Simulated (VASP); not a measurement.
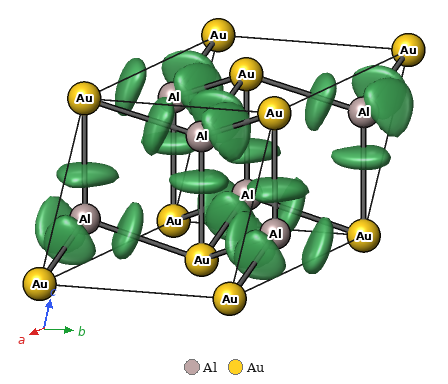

Figure. Al₂Au. Isosurface of the electron localisation function at 0.6 (green), seen slightly off an axis. Core shells and regions of very low density are left out. Sticks mark near contacts.

Space group Cm; not relaxed (largest force 0.4 eV/Å).

Method: Kohn-Sham DFT of a periodic cell, PBEsol, VASP PAW PBE potentials, recommended (VASP 6.6.1).

In a PAW calculation such maps are meaningful between the atoms, not at the nuclei.

### Where are the electrons localised?

At this value the surface marks out 16 lobes of the valence shell of Al pointing towards Au (polar bonds), counted in one cell of 6 atoms. Regions shared between cells count once. Profiles from the grid: Al–Au (2.55 Å): the ELF is about 0.50 at the midpoint. Al–Au (2.60 Å): the ELF is about 0.50 at the midpoint.
